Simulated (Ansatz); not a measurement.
## CdS: single-point calculation

The run: single-point calculation of CdS (slab, 6 atoms in the cell). Method and program: DFT PBEsol, scalar-relativistic, plane waves, PAW, no spin polarisation (Ansatz 0.2.0).

The structure derives from an entry of the Crystallography Open Database. It belongs to a series of runs on one base structure; here: the film alone at its places in the stack. Figures and captions count atoms from 1; the log counts them from 0 in places.

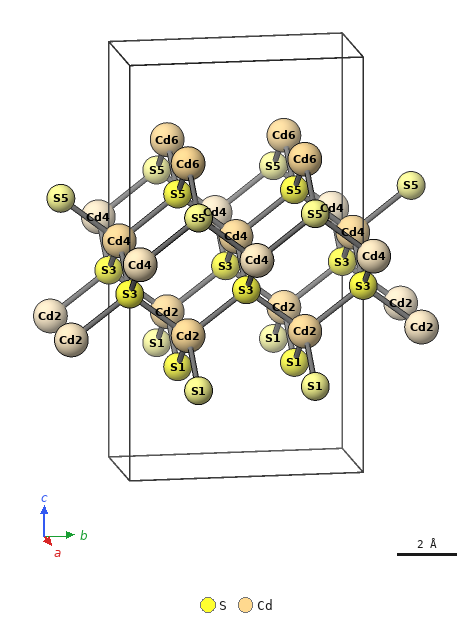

**Figure 1.** The structure as given in the input (ball-and-stick view of the 1 × 2 repeat of the cell, with the vacuum cut short, seen slightly off an axis; neighbours outside the cell are drawn fainter; atoms are numbered from 1 in the order of the input). An atom can appear more than once, as a periodic image.

## Results in brief

- outcome: converged
- electrons treated: 78
- free energy: −27207.1224 eV
- work function, top face: 4.10 eV
- work function, bottom face: 7.13 eV
- Fermi energy: −1.744 eV
- gap on the k-point mesh: none (metallic)
- work function (upper face): 4.10 eV
- largest force (length of the vector): 0.779 eV/Å
- hardware: 4 threads of Arm Neoverse V1, 24 GiB of memory available, shared host
- wall time: 12 s (CPU time 45 s)
- peak memory: 0.98 GiB

## The input
```yaml
crystal:
  lattice:
    - [4.0583734765, 0.0, 0.0]
    - [0.0, 4.0583734765, 0.0]
    - [0.0, 0.0, 30.3275756952]
  atoms:
    - { symbol: S, position: [0.5, 0.5, 0.5120488686] }
    - { symbol: Cd, position: [1.0, 0.5, 0.5617062084] }
    - { symbol: S, position: [0.0, 0.0, 0.6120510151] }
    - { symbol: Cd, position: [0.5, 0.0, 0.6597691022] }
    - { symbol: S, position: [0.5, 0.5, 0.711113983] }
    - { symbol: Cd, position: [0.0, 0.5, 0.7600521482] }
basis:
  ecutwfc: 420
kpoints:
  mp_grid: { grid: [7, 7, 1] }
hamiltonian:
  xc: pbesol
scf:
  occupations: { method: gaussian, width: 0.05 }
output:
  forces: true
  stress: true
  eigenvalues: true
efield:
  axis: 3
  dipole_correction: true
  ramp_width: 0.04
```

Launch command:
```bash
ansatz run input.yaml --threads 4 --pin off --max-ram 10240MiB --backend cpu --events-out ev --progress --plain --runs-dir out
```

## The program's output
```
Engine: ansatz 0.2.0, aarch64-unknown-linux-gnu
Pseudopotentials: kind: paw
Pseudopotential: S, paw, valence charge 6, recommended cutoff 420 eV (normal), S.paw.azcp
Pseudopotential: Cd, paw, valence charge 20, recommended cutoff 420 eV (normal), Cd.paw.azcp
Functional definition: PBEsol
  exchange = pbesol_x
  correlation = pbesol_c
Crystal: 6 atoms, lattice volume = 499.507 Å³
Basis set: ecut = 420 eV, 9789 PW (Γ), exchange–correlation on 60×60×432 points (8 copies of the dense FFT grid, shifted against one another)
Bands: 47, of which v1, the nominal top of the filled ones, is band 39 counted from 1 (38 counted from 0)
Symmetry: 4 space group operations
Space group: Pmm2 (ITA 25), of the structure as read, at distance tolerance 7.9e-5 Å
k-points: 16 of 49
Non-local potential: S, projectors of the file, l = 0: 2, l = 1: 2, l = 2: 2
Non-local potential: Cd, projectors of the file, l = 0: 3, l = 1: 2, l = 2: 2, l = 3: 1
PAW form: soft (Blöchl's): semilocal exchange-correlation on the pseudo side does not see the compensation charge
PAW frozen core: S, regenerated for the run's functional, and the local potential with it (the file was generated under x = pbe(κ = 0.804, μ = 0.2195149727645171), c = pbe(β = 0.06672455060314922))
PAW frozen core: Cd, regenerated for the run's functional, and the local potential with it (the file was generated under x = pbe(κ = 0.804, μ = 0.2195149727645171), c = pbe(β = 0.06672455060314922))
PAW one-centre angular grid: S, 110 points (default); XC on 64 Gauss nodes
PAW one-centre angular grid: Cd, 590 points (default); XC on 64 Gauss nodes
Initial density: superposition of atomic densities (neutral atoms: chi_scale 0, normalization atom), corrected by the library's trained network
Initial wavefunctions: pseudopotential atomic-orbital guess
Functional: x = pbesol(κ = 0.804, μ = 0.12345679012345678), c = pbesol(β = 0.046)
SCF iter   1: F=—  HF=-27207.139063 eV  |F-HF|=—  |Δ(HF+E_count)|=         —  Δρ=2.99e-3  dr2=3.78e-1  ethr=1.77e-3  p=0.268 e·Å  D=9.72e-2 V/Å  ΔV_dip=-2.95 eV  dr2_dipole=1.22e-1  V_vac-E_F(+/−)=4.08/7.03 eV  ⟨swp⟩=10.6  Hψ=3781  notcnv=0  defer=12
efield: sawtooth ramp at fractional position 0.1161 (placed from the atoms, in the widest stretch of the axis that holds none; the zero of the levels goes with the place), width 0.0400; the density the first Hamiltonian is built on has a dipole p = 0.268 e·Å; the dipole correction subtracts the counter field D = 9.72e-2 V/Å, which shifts the + side's vacuum level by -2.95 eV against the − side's; the planar-averaged density in the ramp window peaks in size at 1.2e-7 e/Å³
preconditioner: auto → LDOS  [metal: Δε(μ)=0.031 eV  Ē_g=10.287 eV  σ=0.050 eV  W_gap=0.34  n_scr=70 (ndim 8)  ℏωp=12.2 eV  f_vac=0.650  D(μ)=7.39/eV (n_scr^D=34)  β→1.0]
SCF iter   2: F=—  HF=-27207.140203 eV  |F-HF|=—  |Δ(HF+E_count)|=   1.14e-3  Δρ=4.11e-3  dr2=7.71e-1  ethr=4.85e-4  p=0.279 e·Å  D=1.01e-1 V/Å  ΔV_dip=-3.06 eV  dr2_dipole=2.76e-1  V_vac-E_F(+/−)=4.01/7.08 eV  ⟨swp⟩=3.2  Hψ=1385  notcnv=0  defer=40
SCF iter   3: F=—  HF=-27207.123942 eV  |F-HF|=—  |Δ(HF+E_count)|=   1.63e-2  Δρ=1.28e-3  dr2=1.26e-2  ethr=4.85e-4  p=0.276 e·Å  D=9.99e-2 V/Å  ΔV_dip=-3.03 eV  dr2_dipole=1.18e-3  V_vac-E_F(+/−)=4.06/7.09 eV  ⟨swp⟩=1.8  Hψ=742  notcnv=0  defer=40
SCF iter   4: F=—  HF=-27207.123045 eV  |F-HF|=—  |Δ(HF+E_count)|=   8.97e-4  Δρ=9.91e-4  dr2=1.10e-2  ethr=1.61e-5  p=0.277 e·Å  D=1.00e-1 V/Å  ΔV_dip=-3.04 eV  dr2_dipole=2.54e-3  V_vac-E_F(+/−)=4.06/7.11 eV  ⟨swp⟩=2.0  Hψ=1139  notcnv=0  defer=40
SCF iter   5: F=—  HF=-27207.122250 eV  |F-HF|=—  |Δ(HF+E_count)|=   7.95e-4  Δρ=3.13e-4  dr2=1.25e-3  ethr=1.41e-5  p=0.278 e·Å  D=1.01e-1 V/Å  ΔV_dip=-3.05 eV  dr2_dipole=3.75e-5  V_vac-E_F(+/−)=4.07/7.12 eV  ⟨swp⟩=1.1  Hψ=714  notcnv=0  defer=40
SCF iter   6: F=—  HF=-27207.122246 eV  |F-HF|=—  |Δ(HF+E_count)|=   4.33e-6  Δρ=2.74e-4  dr2=9.10e-4  ethr=1.60e-6  p=0.278 e·Å  D=1.01e-1 V/Å  ΔV_dip=-3.06 eV  dr2_dipole=2.44e-4  V_vac-E_F(+/−)=4.07/7.13 eV  ⟨swp⟩=2.1  Hψ=1150  notcnv=0  defer=40
SCF iter   7: F=—  HF=-27207.122144 eV  |F-HF|=—  |Δ(HF+E_count)|=   1.01e-4  Δρ=1.24e-4  dr2=3.94e-4  ethr=1.17e-6  p=0.278 e·Å  D=1.01e-1 V/Å  ΔV_dip=-3.06 eV  dr2_dipole=1.47e-4  V_vac-E_F(+/−)=4.08/7.14 eV  ⟨swp⟩=2.0  Hψ=1004  notcnv=0  defer=40
SCF iter   8: F=—  HF=-27207.122134 eV  |F-HF|=—  |Δ(HF+E_count)|=   1.02e-5  Δρ=1.14e-4  dr2=1.84e-4  ethr=5.05e-7  p=0.278 e·Å  D=1.01e-1 V/Å  ΔV_dip=-3.05 eV  dr2_dipole=2.30e-5  V_vac-E_F(+/−)=4.09/7.14 eV  ⟨swp⟩=1.1  Hψ=714  notcnv=0  defer=40
SCF iter   9: F=—  HF=-27207.122093 eV  |F-HF|=—  |Δ(HF+E_count)|=   4.13e-5  Δρ=5.93e-5  dr2=6.48e-5  ethr=2.36e-7  p=0.277 e·Å  D=1.00e-1 V/Å  ΔV_dip=-3.05 eV  dr2_dipole=5.86e-6  V_vac-E_F(+/−)=4.09/7.14 eV  ⟨swp⟩=1.1  Hψ=713  notcnv=0  defer=40
SCF iter  10: F=—  HF=-27207.122395 eV  |F-HF|=—  |Δ(HF+E_count)|=   3.02e-4  Δρ=1.56e-5  dr2=6.94e-6  ethr=8.31e-8  p=0.277 e·Å  D=1.00e-1 V/Å  ΔV_dip=-3.04 eV  dr2_dipole=1.19e-7  V_vac-E_F(+/−)=4.09/7.13 eV  ⟨swp⟩=1.4  Hψ=805  notcnv=0  defer=40
SCF iter  11: F=—  HF=-27207.122395 eV  |F-HF|=—  |Δ(HF+E_count)|=   2.45e-9  Δρ=7.23e-6  dr2=1.16e-6  ethr=8.90e-9  p=0.277 e·Å  D=1.00e-1 V/Å  ΔV_dip=-3.04 eV  dr2_dipole=1.28e-7  V_vac-E_F(+/−)=4.09/7.13 eV  ⟨swp⟩=2.0  Hψ=1086  notcnv=0  defer=40
SCF iter  12: F=—  HF=-27207.122395 eV  |F-HF|=—  |Δ(HF+E_count)|=   2.22e-7  Δρ=3.69e-6  dr2=1.49e-7  ethr=1.49e-9  p=0.277 e·Å  D=1.00e-1 V/Å  ΔV_dip=-3.04 eV  dr2_dipole=6.01e-9  V_vac-E_F(+/−)=4.09/7.13 eV  ⟨swp⟩=2.0  Hψ=1025  notcnv=0  defer=40
SCF iter  13: F=-27207.122395 eV  HF=-27207.122395 eV  |F-HF|=1.44e-8  |Δ(HF+E_count)|=   4.63e-9  Δρ=1.39e-6  dr2=2.93e-8  ethr=1.28e-10  p=0.277 e·Å  D=1.00e-1 V/Å  ΔV_dip=-3.04 eV  dr2_dipole=4.63e-9  V_vac-E_F(+/−)=4.09/7.13 eV  ⟨swp⟩=23.2  Hψ=3486  notcnv=0
SCF 1 converged in 13 iterations: F = -27207.122395 eV  dr2 = 2.93e-8
  greatest PAW one-centre occupation: 1.000 electrons in one spin orbital (limit 2), on the Cd atom at site 1 (counted from 0), in its partial waves of l = 0
```

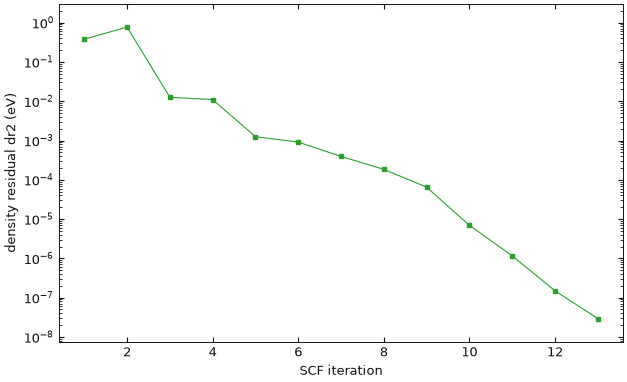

**Figure 2.** Convergence of the self-consistent field: density residual dr2 against the SCF iteration. The residual comes down, with one marked jump up, by a factor of about 2, at step 2.

```
SCF converged after 13 iterations
Free energy (F): -27207.122395 eV
Harris-Foulkes:  -27207.122395 eV  (|F-HF|=1.44e-8)
Internal energy: -27207.111176 eV  (E = F + TS)
E sigma→0 (E₀):  -27207.116785 eV
Entropy (-TS):   -0.011219 eV (-1.870 meV/atom)
Fermi energy:    -1.743820 eV
Dipole field:    D = 0.100155 V/Å  (p = 0.276474 e·Å, saw-weighted, corrected)
Work function:   Φ+ = 4.0953 eV   Φ− = 7.1327 eV
Levels:          The Fermi level and band energies are counted from a zero that moves with the ramp; work functions are not
--- Per-component energies (eV) ---
  E_band       = -2233.560749
  E_kinetic    = 1829.096405
  E_local      = -96704.297417  (includes V_loc(G=0)·N_el)
  E_nonlocal   = 196.096651
  E_hartree    = 47500.646382
  E_xc         = -809.580789
  E_vxc        = -918.251486  (∫ρ·V_xc dr)
  E_paw        = -13794.285401  (= ΣΔE_a)
  E_vpaw       = -1634.402694  (= ΣTr[D̂ρ^β])
  E_aug_tail   = 0.000042  (compensation charges beyond the density's cutoff)
  E_efield     = 0.013845  (sawtooth field / dipole correction)
  E_vefield    = -3.100578  (∫n·V_field dr)
  E_ewald      = 34573.987379
  E_core_change = 1.211727  (= ΣΔE_core)
  E_smearing   = -0.011219  (= −TS)
  E_closure    = -0.000000  (closes the sum)
  Σ components = -27207.122395   (vs F -27207.122395, Δ=0.00e0)
--- Forces (eV/Å), atoms counted from 1 ---
  atom   1  S      0.00000000     0.00000000     0.57083926
  atom   2  Cd     0.00000000     0.00000000    -0.77910802
  atom   3  S      0.00000000     0.00000000     0.40403994
  atom   4  Cd     0.00000000     0.00000000    -0.32156074
  atom   5  S      0.00000000     0.00000000     0.32319501
  atom   6  Cd     0.00000000     0.00000000    -0.19744418
  max |Σ_I F_I| component: 3.87e-5 eV/Å
--- Stress (GPa, compression-positive) ---
       -0.316012       0.000000       0.000000
        0.000000      -0.507779       0.000000
        0.000000       0.000000      -0.295855
  P = ⅓ Tr σ = -0.3732 GPa (-3.732 kbar)
--- Band table (eV; the first three rows and the last of 16) ---
  k-point 0: bands = ["-104.3516", "-103.7167", "-102.7945", "-65.4981", "-65.4407", "-65.4054", "-64.8417", "-64.8121", "-64.7989", "-63.9218", "-63.8948", "-63.8596", "-15.0360", "-14.2756", "-12.7867", "-10.6410", "-10.5575", "-10.3899", "-10.3715", "-10.2918", "-10.0676", "-10.0443", "-9.9049", "-9.8691", "-9.7021", "-9.1638", "-9.0774", "-8.9530", "-8.8199", "-8.7563", "-6.3178", "-4.6980", "-4.0984", "-4.0002", "-3.0546", "-2.9442", "-2.9396", "-1.8162", "-1.7475", "-1.5418", "0.1276", "0.9609", "1.9764", "2.2500", "2.4743", "3.1088", "3.4571"]
  k-point 1: bands = ["-104.3516", "-103.7167", "-102.7945", "-65.4982", "-65.4407", "-65.4054", "-64.8417", "-64.8121", "-64.7989", "-63.9219", "-63.8948", "-63.8596", "-15.0012", "-14.2493", "-12.7654", "-10.6389", "-10.5483", "-10.3799", "-10.3698", "-10.3001", "-10.0655", "-10.0396", "-9.8697", "-9.8295", "-9.7154", "-9.1302", "-9.0748", "-8.9206", "-8.7917", "-8.7702", "-6.2554", "-5.0828", "-4.1101", "-4.0181", "-3.7454", "-3.0221", "-2.4110", "-1.9782", "-1.7546", "-1.6956", "0.4576", "1.1376", "2.3236", "2.4016", "2.6913", "2.8131", "3.3119"]
  k-point 2: bands = ["-104.3516", "-103.7167", "-102.7945", "-65.4983", "-65.4407", "-65.4054", "-64.8419", "-64.8120", "-64.7989", "-63.9221", "-63.8948", "-63.8595", "-14.9220", "-14.1890", "-12.7164", "-10.6343", "-10.5354", "-10.3963", "-10.3266", "-10.3184", "-10.0611", "-10.0110", "-9.7903", "-9.7445", "-9.7237", "-9.0692", "-9.0331", "-8.8535", "-8.8010", "-8.7198", "-6.2575", "-5.7383", "-4.8374", "-3.9469", "-3.8231", "-2.9547", "-2.3920", "-2.1506", "-1.7768", "-1.7767", "0.6269", "1.3134", "1.7703", "2.4478", "2.9170", "3.4373", "3.8635"]
  k-point 15: bands = ["-104.3516", "-103.7167", "-102.7945", "-65.4984", "-65.4406", "-65.4058", "-64.8420", "-64.8120", "-64.7993", "-63.9222", "-63.8948", "-63.8599", "-14.7179", "-13.9975", "-12.5428", "-10.4541", "-10.4463", "-10.3729", "-10.3216", "-10.2785", "-9.9123", "-9.8881", "-9.7700", "-9.6647", "-9.4517", "-8.9557", "-8.9283", "-8.8295", "-8.5884", "-8.5110", "-6.4056", "-6.1741", "-5.5123", "-4.9521", "-4.5923", "-4.1605", "-3.5522", "-2.4550", "-2.4487", "-0.9942", "-0.1615", "1.7648", "2.0142", "2.9242", "3.0283", "3.3334", "4.1913"]
```

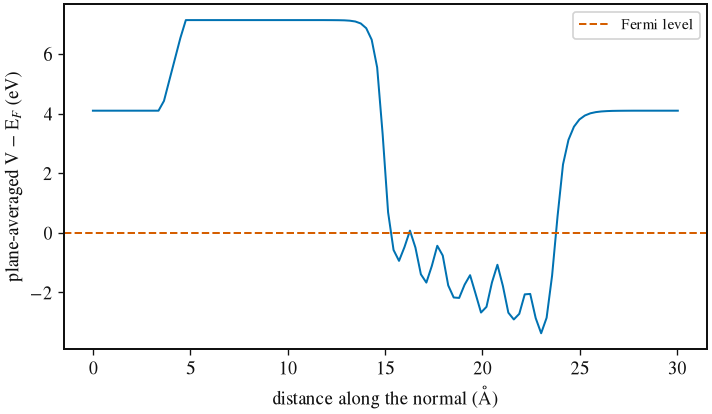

**Figure 3.** Plane average of the electrostatic potential energy of an electron across the cell, from the Fermi level. The vacuum level lies 4.10 eV above the Fermi level on the upper side and 7.13 eV on the lower.

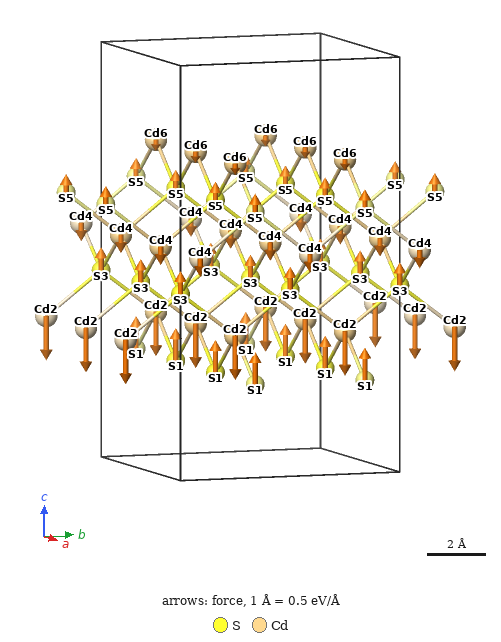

**Figure 4.** Forces on the atoms as orange arrows (ball-and-stick view of the 2 × 2 repeat of the cell, with the vacuum cut short, seen slightly off an axis; neighbours outside the cell are drawn fainter; atoms are numbered from 1 in the order of the input). The largest act on Cd2 (0.78 eV/Å); S1 (0.57 eV/Å); S3 (0.40 eV/Å); S5 (0.32 eV/Å), among others. The geometry is not a stationary point of this energy.
